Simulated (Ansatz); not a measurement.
**Single-point calculation of C**

The run: single-point calculation of C (slab, 20 atoms in the cell). Method and program: DFT PBEsol, scalar-relativistic, plane waves, PAW, no spin polarisation (Ansatz 0.2.0).

The structure derives from an entry of the Crystallography Open Database. It belongs to a series of runs on one base structure; here: vacuum: 5. Figures and captions count atoms from 1; the log counts them from 0 in places.

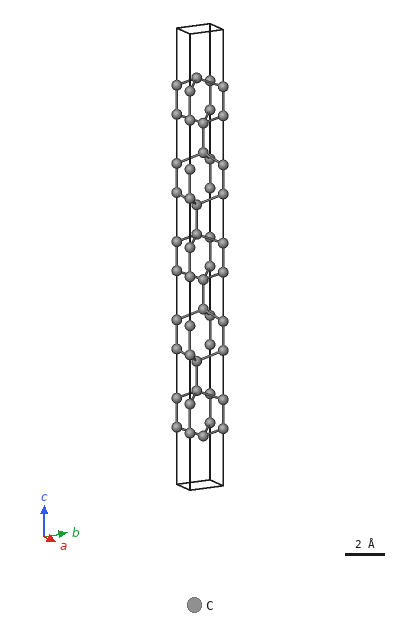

The structure (ball-and-stick view of the cell of the calculation, seen slightly off an axis). An atom can appear more than once, as a periodic image.

### Summary

- outcome: converged
- electrons treated: 80
- free energy: −4927.9542 eV
- work function, top face: 4.85 eV
- work function, bottom face: 5.21 eV
- Fermi energy: 11.413 eV
- gap on the k-point mesh: none (metallic)
- work function (upper face): 4.85 eV
- largest force (length of the vector): 4.734 eV/Å
- hardware: 2 threads of Arm Neoverse V1, 24 GiB of memory available, shared host
- wall time: 15 s (CPU time 29 s)
- peak memory: 0.42 GiB

### Notes

The program warns: the density in the vacuum is higher than it should be, so vacuum levels may be off.

### Input file
```yaml
crystal:
  lattice:
    - [2.5053676368, 0.0, 0.0]
    - [-1.2526838184, 2.1697120193, 0.0]
    - [0.0, 0.0, 24.1007856675]
  atoms:
    - { symbol: C, position: [0.3333333333, 0.6666666667, 0.1037310582] }
    - { symbol: C, position: [0.0, 0.0, 0.1251961379] }
    - { symbol: C, position: [0.0, 0.0, 0.1889471305] }
    - { symbol: C, position: [0.6666666667, 0.3333333333, 0.2104122102] }
    - { symbol: C, position: [0.6666666667, 0.3333333333, 0.2751952411] }
    - { symbol: C, position: [0.0, 0.0, 0.2966603208] }
    - { symbol: C, position: [0.0, 0.0, 0.3604113134] }
    - { symbol: C, position: [0.3333333333, 0.6666666667, 0.3818763931] }
    - { symbol: C, position: [0.3333333333, 0.6666666667, 0.446659424] }
    - { symbol: C, position: [0.0, 0.0, 0.4681245037] }
    - { symbol: C, position: [0.0, 0.0, 0.5318754963] }
    - { symbol: C, position: [0.6666666667, 0.3333333333, 0.553340576] }
    - { symbol: C, position: [0.6666666667, 0.3333333333, 0.6181236069] }
    - { symbol: C, position: [0.0, 0.0, 0.6395886866] }
    - { symbol: C, position: [0.0, 0.0, 0.7033396792] }
    - { symbol: C, position: [0.3333333333, 0.6666666667, 0.7248047589] }
    - { symbol: C, position: [0.3333333333, 0.6666666667, 0.7895877898] }
    - { symbol: C, position: [0.0, 0.0, 0.8110528695] }
    - { symbol: C, position: [0.0, 0.0, 0.8748038621] }
    - { symbol: C, position: [0.6666666667, 0.3333333333, 0.8962689418] }
basis:
  ecutwfc: 420
kpoints:
  mp_grid: { grid: [12, 12, 1] }
hamiltonian:
  xc: pbesol
scf:
  occupations: { method: gaussian, width: 0.05 }
output:
  forces: true
  stress: true
  eigenvalues: true
efield:
  axis: 3
  dipole_correction: true
  ramp_width: 0.04
```

Run as:
```bash
ansatz run input.yaml --threads 2 --pin off --max-ram 5120MiB --backend cpu --events-out ev --progress --plain --runs-dir out
```

### The program's output
```
Engine: ansatz 0.2.0, aarch64-unknown-linux-gnu
Pseudopotentials: kind: paw
Pseudopotential: C, paw, valence charge 4, recommended cutoff 420 eV (normal), C.paw.azcp
Functional definition: PBEsol
  exchange = pbesol_x
  correlation = pbesol_c
Crystal: 20 atoms, lattice volume = 131.010 Å³
Basis set: ecut = 420 eV, 2547 PW (Γ), exchange–correlation on 36×36×324 points (8 copies of the dense FFT grid, shifted against one another)
Bands: 60, of which v1, the nominal top of the filled ones, is band 40 counted from 1 (39 counted from 0)
Symmetry: 6 space group operations
k-points: 19 of 144 (time reversal used)
Non-local potential: C, projectors of the file, l = 0: 2, l = 1: 2, l = 2: 1
PAW form: soft (Blöchl's): semilocal exchange-correlation on the pseudo side does not see the compensation charge
PAW frozen core: C, regenerated for the run's functional, and the local potential with it (the file was generated under x = pbe(κ = 0.804, μ = 0.2195149727645171), c = pbe(β = 0.06672455060314922))
PAW one-centre angular grid: C, 110 points (default); XC on 64 Gauss nodes
Initial density: superposition of atomic densities (neutral atoms: chi_scale 0, normalization atom), corrected by the library's trained network
Initial wavefunctions: pseudopotential atomic-orbital guess
Functional: x = pbesol(κ = 0.804, μ = 0.12345679012345678), c = pbesol(β = 0.046)
SCF iter   1: F=—  HF=-4928.074024 eV  |F-HF|=—  |Δ(HF+E_count)|=         —  Δρ=1.66e-2  dr2=9.25e-1  ethr=1.77e-3  p=0.000 e·Å  D=1.76e-13 V/Å  ΔV_dip=-0.00 eV  dr2_dipole=1.24e-2  V_vac-E_F(+/−)=5.29/5.73 eV  ⟨swp⟩=8.1  Hψ=5942  notcnv=0  defer=170
efield: sawtooth ramp at fractional position 0.9800 (placed from the atoms, in the widest stretch of the axis that holds none; the zero of the levels goes with the place), width 0.0400; the density the first Hamiltonian is built on has a dipole p = 0.000 e·Å; the dipole correction subtracts the counter field D = 1.76e-13 V/Å, which shifts the + side's vacuum level by -0.00 eV against the − side's; the planar-averaged density in the ramp window peaks in size at 6.0e-2 e/Å³
preconditioner: auto → LDOS  [metal: Δε(μ)=0.022 eV  Ē_g=16.528 eV  σ=0.050 eV  W_gap=0.25  n_scr=18 (ndim 8)  ℏωp=29.0 eV  f_vac=0.095  D(μ)=11.36/eV (n_scr^D=156)  β→1.0]
SCF iter   2: F=—  HF=-4928.011069 eV  |F-HF|=—  |Δ(HF+E_count)|=   6.30e-2  Δρ=9.32e-3  dr2=4.48e-1  ethr=1.16e-3  p=0.000 e·Å  D=1.10e-4 V/Å  ΔV_dip=-0.00 eV  dr2_dipole=4.16e-2  V_vac-E_F(+/−)=5.01/5.41 eV  ⟨swp⟩=2.1  Hψ=1425  notcnv=0  defer=257
SCF iter   3: F=—  HF=-4928.048373 eV  |F-HF|=—  |Δ(HF+E_count)|=   3.73e-2  Δρ=9.51e-3  dr2=7.18e-1  ethr=5.61e-4  p=-0.000 e·Å  D=-4.90e-5 V/Å  ΔV_dip=0.00 eV  dr2_dipole=3.20e-3  V_vac-E_F(+/−)=4.87/5.25 eV  ⟨swp⟩=3.6  Hψ=2706  notcnv=0  defer=258
SCF iter   4: F=—  HF=-4927.973812 eV  |F-HF|=—  |Δ(HF+E_count)|=   7.46e-2  Δρ=6.09e-3  dr2=2.13e-1  ethr=5.61e-4  p=0.000 e·Å  D=2.76e-6 V/Å  ΔV_dip=-0.00 eV  dr2_dipole=1.34e-4  V_vac-E_F(+/−)=4.79/5.16 eV  ⟨swp⟩=3.1  Hψ=1952  notcnv=0  defer=259
SCF iter   5: F=—  HF=-4927.972301 eV  |F-HF|=—  |Δ(HF+E_count)|=   1.51e-3  Δρ=4.56e-3  dr2=1.26e-1  ethr=2.66e-4  p=-0.000 e·Å  D=-5.19e-6 V/Å  ΔV_dip=0.00 eV  dr2_dipole=1.24e-4  V_vac-E_F(+/−)=4.63/4.97 eV  ⟨swp⟩=2.5  Hψ=1397  notcnv=0  defer=252
SCF iter   6: F=—  HF=-4927.962880 eV  |F-HF|=—  |Δ(HF+E_count)|=   9.42e-3  Δρ=3.11e-3  dr2=6.48e-2  ethr=1.57e-4  p=-0.000 e·Å  D=-3.02e-5 V/Å  ΔV_dip=0.00 eV  dr2_dipole=3.52e-4  V_vac-E_F(+/−)=4.57/4.90 eV  ⟨swp⟩=2.4  Hψ=1406  notcnv=0  defer=252
SCF iter   7: F=—  HF=-4927.958691 eV  |F-HF|=—  |Δ(HF+E_count)|=   4.19e-3  Δρ=2.01e-3  dr2=3.17e-2  ethr=8.10e-5  p=-0.000 e·Å  D=-2.31e-5 V/Å  ΔV_dip=0.00 eV  dr2_dipole=1.81e-5  V_vac-E_F(+/−)=4.59/4.91 eV  ⟨swp⟩=1.9  Hψ=1220  notcnv=0  defer=252
SCF iter   8: F=—  HF=-4927.954392 eV  |F-HF|=—  |Δ(HF+E_count)|=   4.30e-3  Δρ=1.66e-3  dr2=1.21e-2  ethr=3.96e-5  p=-0.000 e·Å  D=-8.66e-6 V/Å  ΔV_dip=0.00 eV  dr2_dipole=2.86e-5  V_vac-E_F(+/−)=4.71/5.05 eV  ⟨swp⟩=2.3  Hψ=1312  notcnv=0  defer=251
SCF iter   9: F=—  HF=-4927.953835 eV  |F-HF|=—  |Δ(HF+E_count)|=   5.57e-4  Δρ=9.56e-4  dr2=2.09e-3  ethr=1.51e-5  p=-0.000 e·Å  D=-4.50e-6 V/Å  ΔV_dip=0.00 eV  dr2_dipole=3.32e-6  V_vac-E_F(+/−)=4.80/5.15 eV  ⟨swp⟩=2.5  Hψ=1398  notcnv=0  defer=251
SCF iter  10: F=—  HF=-4927.954053 eV  |F-HF|=—  |Δ(HF+E_count)|=   2.18e-4  Δρ=4.93e-4  dr2=4.03e-4  ethr=2.62e-6  p=0.000 e·Å  D=3.72e-6 V/Å  ΔV_dip=-0.00 eV  dr2_dipole=6.75e-6  V_vac-E_F(+/−)=4.83/5.19 eV  ⟨swp⟩=2.6  Hψ=1724  notcnv=0  defer=241
SCF iter  11: F=—  HF=-4927.954214 eV  |F-HF|=—  |Δ(HF+E_count)|=   1.61e-4  Δρ=3.19e-4  dr2=1.45e-4  ethr=5.04e-7  p=0.000 e·Å  D=5.93e-6 V/Å  ΔV_dip=-0.00 eV  dr2_dipole=2.56e-6  V_vac-E_F(+/−)=4.85/5.20 eV  ⟨swp⟩=2.6  Hψ=1592  notcnv=0  defer=241
SCF iter  12: F=—  HF=-4927.954207 eV  |F-HF|=—  |Δ(HF+E_count)|=   7.17e-6  Δρ=2.12e-4  dr2=6.02e-5  ethr=1.81e-7  p=0.000 e·Å  D=7.58e-6 V/Å  ΔV_dip=-0.00 eV  dr2_dipole=3.82e-6  V_vac-E_F(+/−)=4.85/5.21 eV  ⟨swp⟩=2.3  Hψ=1489  notcnv=0  defer=241
SCF iter  13: F=—  HF=-4927.954234 eV  |F-HF|=—  |Δ(HF+E_count)|=   2.75e-5  Δρ=1.50e-4  dr2=3.40e-5  ethr=7.52e-8  p=0.000 e·Å  D=6.66e-6 V/Å  ΔV_dip=-0.00 eV  dr2_dipole=1.70e-7  V_vac-E_F(+/−)=4.85/5.21 eV  ⟨swp⟩=2.2  Hψ=1528  notcnv=0  defer=241
SCF iter  14: F=—  HF=-4927.954232 eV  |F-HF|=—  |Δ(HF+E_count)|=   2.75e-6  Δρ=1.07e-4  dr2=1.62e-5  ethr=4.25e-8  p=0.000 e·Å  D=6.80e-6 V/Å  ΔV_dip=-0.00 eV  dr2_dipole=4.81e-7  V_vac-E_F(+/−)=4.85/5.21 eV  ⟨swp⟩=2.2  Hψ=1462  notcnv=0  defer=241
SCF iter  15: F=—  HF=-4927.954232 eV  |F-HF|=—  |Δ(HF+E_count)|=   4.15e-7  Δρ=4.05e-5  dr2=2.82e-6  ethr=2.03e-8  p=0.000 e·Å  D=4.79e-6 V/Å  ΔV_dip=-0.00 eV  dr2_dipole=1.32e-7  V_vac-E_F(+/−)=4.85/5.21 eV  ⟨swp⟩=2.1  Hψ=1485  notcnv=0  defer=241
SCF iter  16: F=—  HF=-4927.954234 eV  |F-HF|=—  |Δ(HF+E_count)|=   2.41e-6  Δρ=1.59e-5  dr2=5.06e-7  ethr=3.53e-9  p=0.000 e·Å  D=3.86e-6 V/Å  ΔV_dip=-0.00 eV  dr2_dipole=6.80e-8  V_vac-E_F(+/−)=4.85/5.21 eV  ⟨swp⟩=2.7  Hψ=1566  notcnv=0  defer=241
SCF iter  17: F=—  HF=-4927.954235 eV  |F-HF|=—  |Δ(HF+E_count)|=   2.76e-7  Δρ=8.80e-6  dr2=1.73e-7  ethr=6.33e-10  p=0.000 e·Å  D=3.41e-6 V/Å  ΔV_dip=-0.00 eV  dr2_dipole=2.63e-8  V_vac-E_F(+/−)=4.85/5.21 eV  ⟨swp⟩=2.5  Hψ=1578  notcnv=0  defer=241
SCF iter  18: F=-4927.954235 eV  HF=-4927.954235 eV  |F-HF|=8.21e-9  |Δ(HF+E_count)|=   1.62e-7  Δρ=5.35e-6  dr2=8.48e-8  ethr=1.25e-10  p=0.000 e·Å  D=3.02e-6 V/Å  ΔV_dip=-0.00 eV  dr2_dipole=6.97e-9  V_vac-E_F(+/−)=4.85/5.21 eV  ⟨swp⟩=21.7  Hψ=7435  notcnv=0
WARN: efield: at this solve's end the planar-averaged density reaches 5.56e-2 e/Å³ inside the ramp window [0.9385, 0.0615] (bound 1e-5 e/Å³); the window's nearer edge stands 1.02 Å from this solve's nearest atom along the axis. Its work functions, free energy, forces, stress, dipole, levels and responses can be off, and this figure does not tell by how much. The cell may have no vacuum along `efield.axis`. A short vacuum, a low `basis.ecutwfc` or `basis.ecutrho_ratio` and negative occupations (`scf.occupations.method`) can put density there. See the manual's quickstart, § The vacuum guard
SCF 1 converged in 18 iterations: F = -4927.954235 eV  dr2 = 8.48e-8
  greatest PAW one-centre occupation: 0.657 electrons in one spin orbital (limit 2), on the C atom at site 19 (counted from 0), in its partial waves of l = 0
```

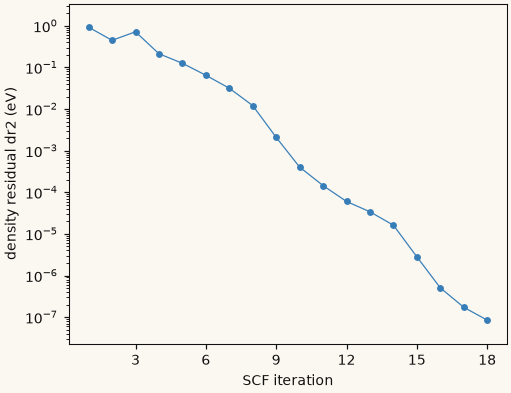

Convergence of the self-consistent field: density residual dr2 against the SCF iteration. The residual falls almost steadily, with no more than small rises.

```
SCF converged after 18 iterations
Free energy (F): -4927.954235 eV
Harris-Foulkes:  -4927.954235 eV  (|F-HF|=8.21e-9)
Internal energy: -4927.931784 eV  (E = F + TS)
E sigma→0 (E₀):  -4927.943009 eV
Entropy (-TS):   -0.022451 eV (-1.123 meV/atom)
Fermi energy:    11.413094 eV
Dipole field:    D = 0.000142 V/Å  (p = 0.000103 e·Å, saw-weighted, corrected)
Work function:   Φ+ = 4.8488 eV (in doubt: plateau slope 8.5e0 eV/Å)   Φ− = 5.2102 eV (in doubt: plateau slope 5.3e0 eV/Å)
Levels:          The Fermi level and band energies are counted from a zero that moves with the ramp; work functions are not
Vacuum region:   at the solve's end the planar-averaged density reaches 5.56e-2 e/Å³ inside the ramp window [0.9385, 0.0615] (bound 1e-5 e/Å³)
--- Per-component energies (eV) ---
  E_band       = 135.607176
  E_kinetic    = 1834.523666
  E_local      = -10123.913458  (includes V_loc(G=0)·N_el)
  E_nonlocal   = 535.797852
  E_hartree    = 4612.369755
  E_xc         = -964.623554
  E_vxc        = -1200.831132  (∫ρ·V_xc dr)
  E_paw        = -1905.951404  (= ΣΔE_a)
  E_vpaw       = -134.688112  (= ΣTr[D̂ρ^β])
  E_aug_tail   = 0.000170  (compensation charges beyond the density's cutoff)
  E_efield     = 0.000000  (sawtooth field / dipole correction)
  E_vefield    = 0.000000  (∫n·V_field dr)
  E_ewald      = 1083.443179
  E_core_change = 0.422010  (= ΣΔE_core)
  E_smearing   = -0.022451  (= −TS)
  E_closure    = 0.000000  (closes the sum)
  Σ components = -4927.954235   (vs F -4927.954235, Δ=0.00e0)
--- Forces (eV/Å), atoms counted from 1 ---
  atom   1  C      0.00000000     0.00000000     4.12574298
  atom   2  C     -0.00000000    -0.00000000    -4.73364488
  atom   3  C      0.00000000     0.00000000     0.82343175
  atom   4  C     -0.00000000    -0.00000000    -0.35918809
  atom   5  C     -0.00000000    -0.00000000     0.15828035
  atom   6  C      0.00000000     0.00000000    -0.07650099
  atom   7  C     -0.00000000    -0.00000000     0.03477728
  atom   8  C      0.00000000     0.00000000    -0.01975811
  atom   9  C      0.00000000     0.00000000     0.01245154
  atom  10  C     -0.00000000    -0.00000000    -0.00880242
  atom  11  C      0.00000000     0.00000000     0.00879197
  atom  12  C     -0.00000000    -0.00000000    -0.01254204
  atom  13  C     -0.00000000    -0.00000000     0.01984744
  atom  14  C      0.00000000     0.00000000    -0.03472223
  atom  15  C     -0.00000000    -0.00000000     0.07646291
  atom  16  C      0.00000000     0.00000000    -0.15829742
  atom  17  C      0.00000000     0.00000000     0.35921538
  atom  18  C      0.00000000    -0.00000000    -0.82349736
  atom  19  C      0.00000000     0.00000000     4.73374813
  atom  20  C     -0.00000000    -0.00000000    -4.12585050
  max |Σ_I F_I| component: 5.43e-5 eV/Å
--- Stress (GPa, compression-positive) ---
        0.037810      -0.000000       0.000000
       -0.000000       0.037810      -0.000000
        0.000000      -0.000000      -3.359023
  P = ⅓ Tr σ = -1.0945 GPa (-10.945 kbar)
--- Band table (eV; the first three rows and the last of 19) ---
  k-point 0: bands = ["-11.3118", "-11.0261", "-10.6152", "-10.0784", "-9.5083", "-8.7369", "-7.8953", "-6.9719", "-6.0127", "-5.5377", "-2.6784", "-1.4294", "-0.0199", "1.4932", "3.0440", "4.7438", "6.3662", "7.4891", "7.4891", "7.7087", "7.7087", "7.9752", "8.0110", "8.0110", "8.3601", "8.3601", "8.8587", "8.8587", "9.2941", "9.2941", "9.3584", "9.7505", "9.7505", "10.1647", "10.1647", "10.7907", "10.7907", "10.8086", "10.8086", "11.4249", "11.5974", "15.8454", "15.8454", "16.2344", "16.2965", "16.2965", "16.8312", "16.8348", "16.8348", "17.2976", "17.2976", "17.5624", "17.6822", "18.4427", "18.4427", "18.5173", "18.6625", "18.7109", "18.7109", "18.8717"]
  k-point 1: bands = ["-11.1385", "-10.8532", "-10.4428", "-9.9068", "-9.3375", "-8.5677", "-7.7282", "-6.8074", "-5.8515", "-5.3817", "-2.5206", "-1.2793", "0.1205", "1.6203", "3.1518", "4.8229", "6.3978", "6.6231", "6.8551", "7.1095", "7.1639", "7.3380", "7.5319", "7.6541", "7.9255", "8.0322", "8.0517", "8.5100", "8.5152", "8.9486", "8.9761", "9.2794", "9.4137", "9.4549", "9.8813", "9.9828", "10.0159", "10.5052", "10.5234", "11.4826", "11.6821", "15.8957", "16.1498", "16.2509", "16.5060", "16.7111", "16.8395", "17.0869", "17.2783", "17.3190", "17.8091", "17.8441", "17.9706", "18.2238", "18.7122", "18.8495", "18.9300", "19.0718", "19.1324", "19.1868"]
  k-point 2: bands = ["-10.6204", "-10.3362", "-9.9276", "-9.3943", "-8.8269", "-8.0626", "-7.2292", "-6.3165", "-5.3706", "-4.9156", "-2.0593", "-0.8434", "0.5225", "1.9723", "3.4192", "4.5614", "4.8278", "5.0304", "5.1929", "5.5982", "6.0638", "6.2645", "6.5001", "6.5054", "6.6271", "6.8408", "7.1543", "7.2575", "7.6153", "7.7131", "8.0459", "8.2268", "8.2490", "8.3190", "8.7375", "8.8680", "9.1856", "9.8050", "9.8241", "11.4193", "11.6252", "15.7009", "15.8756", "16.2077", "16.8154", "17.0969", "17.2035", "17.6319", "17.7003", "17.8913", "17.9404", "18.1478", "18.3408", "19.0108", "19.2781", "19.3585", "19.4593", "19.6046", "19.7135", "19.9326"]
  k-point 18: bands = ["-4.1765", "-3.9297", "-3.6921", "-3.6919", "-3.5896", "-3.5214", "-3.5213", "-3.0472", "-2.9223", "-1.6151", "-1.3782", "-1.3782", "-1.0519", "-1.0518", "-0.8880", "-0.7237", "-0.7237", "-0.0879", "0.3156", "0.3156", "0.7365", "0.8865", "0.8866", "1.0408", "1.9974", "1.9975", "2.6763", "2.6764", "2.9775", "2.9775", "3.6051", "4.4657", "4.9291", "4.9292", "5.3085", "5.3085", "5.3098", "5.9775", "6.2065", "11.3344", "11.3344", "15.6981", "15.6981", "16.5414", "16.5414", "18.4523", "18.4524", "18.6338", "19.4657", "19.7640", "19.7641", "20.5563", "21.3529", "21.3529", "21.5606", "22.4812", "22.7116", "22.7116", "22.9873", "23.0442"]
```

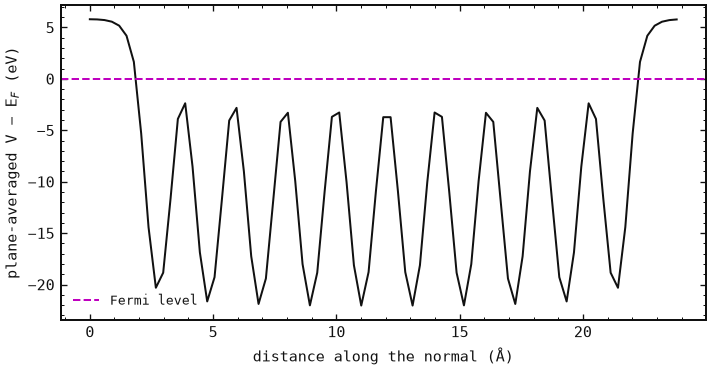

Plane average of the electrostatic potential energy of an electron across the cell, from the Fermi level. The vacuum level lies 4.85 eV above the Fermi level on the upper side and 5.21 eV on the lower.

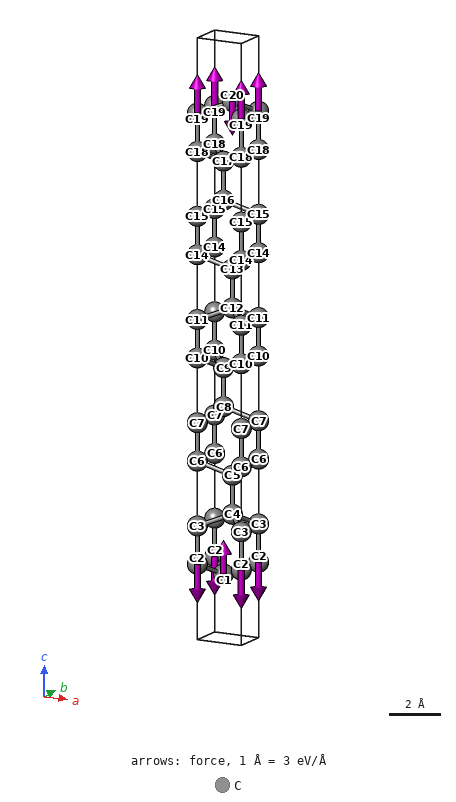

Forces on the atoms as pink arrows (ball-and-stick view of the cell of the calculation, seen slightly off an axis; atoms are numbered from 1 in the order of the input); the smallest are left out. The largest act on C2, C19 (4.73 eV/Å); C1, C20 (4.13 eV/Å). The geometry is not a stationary point of this energy.
